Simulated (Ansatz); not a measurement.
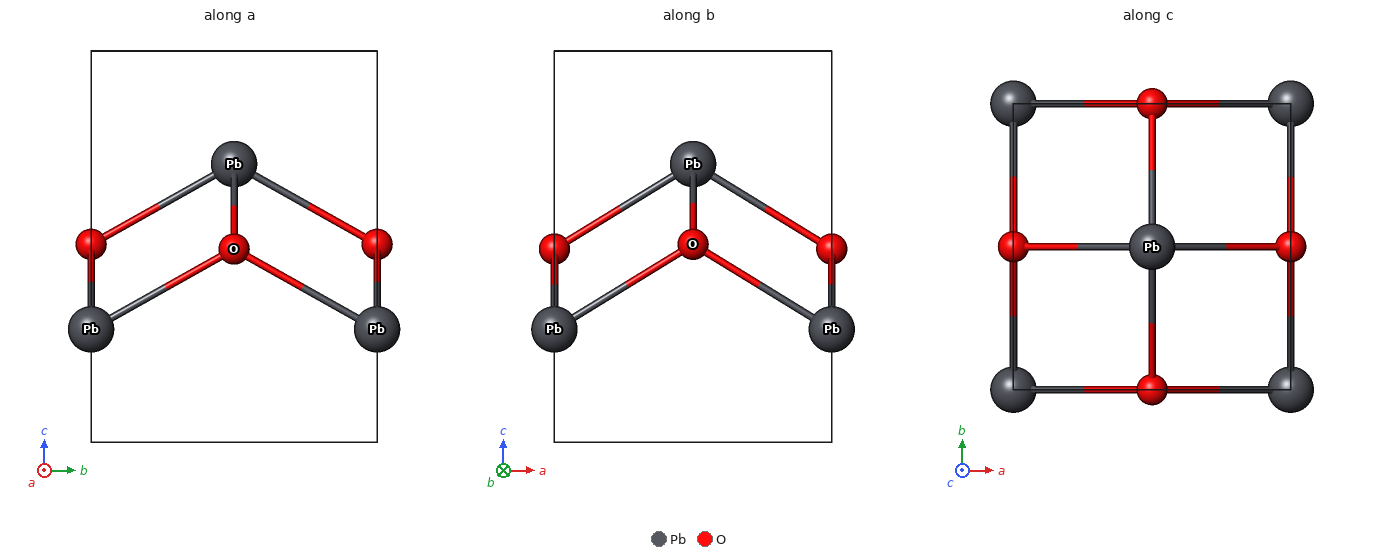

Ball-and-stick model, viewed along the a axis, along the b axis and along the c axis. The parallelepiped is the conventional unit cell.

Lattice parameters: a = 3.9934 Å, b = 4.1183 Å, c = 5.6361 Å, α = 90.000°, β = 90.000°, γ = 90.000°.

**Set out the cell and atoms as a CIF in P1 with every atom of the cell, with free fractional coordinates to two decimals.**

```cif
data_structure
_symmetry_space_group_name_H-M 'P 1'
_symmetry_Int_Tables_number 1
_cell_length_a 3.9934
_cell_length_b 4.1183
_cell_length_c 5.6361
_cell_angle_alpha 90.000
_cell_angle_beta 90.000
_cell_angle_gamma 90.000
_cell_volume 92.69
loop_
_atom_site_label
_atom_site_type_symbol
_atom_site_fract_x
_atom_site_fract_y
_atom_site_fract_z
_atom_site_occupancy
Pb1 Pb 0.00 0.00 0.29 1
Pb2 Pb 0.50 0.50 0.71 1
O1 O 0.00 0.50 0.49 1
O2 O 0.50 0.00 0.51 1
```

Provenance: a structure type filled with these elements by a generator (whether the compound takes this form wasn't checked). The structure drawn was relaxed with DFT PBE, scalar-relativistic, plane waves, PAW (Ansatz).
